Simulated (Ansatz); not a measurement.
# Gap against strain: armchair BP nanoribbon (N = 8, H edges)

How it was computed: Ansatz 0.2.0, plane waves with PAW datasets, PBE, Fermi-Dirac smearing of 0.05 eV, no spin-orbit coupling. The period is scaled from its relaxed value of 5.582 Å and the atoms relax, within the symmetry of the start, at each strain ε (in %); gaps, in eV, are read on a band path.

```tsv
period (Å)	energy (eV a cell)	place of the conduction minimum (Γ = 0, Z = 1)	ε	gap
5.359	+0.426	0.00	−4	1.028
5.471	+0.104	0.00	−2	1.007
5.582	0.000	0.00	0	1.001
5.694	+0.099	0.00	2	1.009
5.806	+0.387	0.00	4	1.028
```

One run is withheld: period (Å) = 5.917, with ε = 6. Fit a straight line gap = a + b × ε to the 5 rows shown and predict it.

**Fit.** The means are 0 for ε and 1.015 for gap. The sum of products of deviations is 0.005354 and the sum of squares in ε is 40, so b = 0.005354 / 40 = 0.0001339 and a = 1.015 − (0.0001339) × 0 = 1.015. The residuals' standard deviation, with 3 degrees of freedom, is σ = 0.015.

**Prediction.** gap = 1.015 + (0.0001339) × 6 = 1.015. The run gave 1.056, so the prediction less the run is −0.041. The standard error of a prediction there, σ√(1 + 1/5 + (6 − 0)²/40), is 0.021, and the miss is 1.9 times that, for a point outside the fitted range. With so few rows σ is itself uncertain. The slope is only 0.1 times its own standard error, so the line says little more than the mean does.

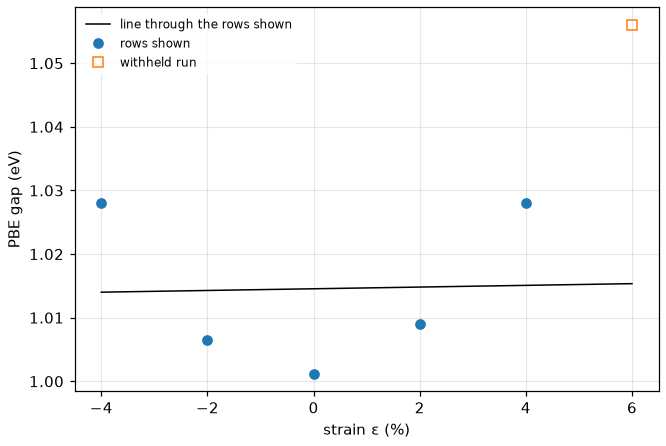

The fitted line, the rows shown and the withheld run.

The gap does not move one way: it turns somewhere between ε = -2 and 2 %, and the true extreme can lie between the rows, beyond the values shown.

**Limits.** Kohn-Sham gaps of a wire among periodic images, which in a check on one flat ribbon (7 Å apart) lowered the gap by 0.2 eV and flattened the slope; the slope b × 100 is a mean deformation potential of the gap, in eV per unit strain. Between neighbouring runs it lies between −1.1 and 1.4 eV, so a bend, a kink or scatter between runs makes one line a rough account. The unstrained row comes from a denser mesh than the others, which shifts its energy a little. Series of this kind are told only where this holds: a gap at every strain (compound wires with polar facets were set aside first). 88 of 101 did.

[Logs are printed without paths, hosts, clocks, repeated set-up lines and the standing remarks that a program may print on its own settings, such as how far it seeks lower states.]
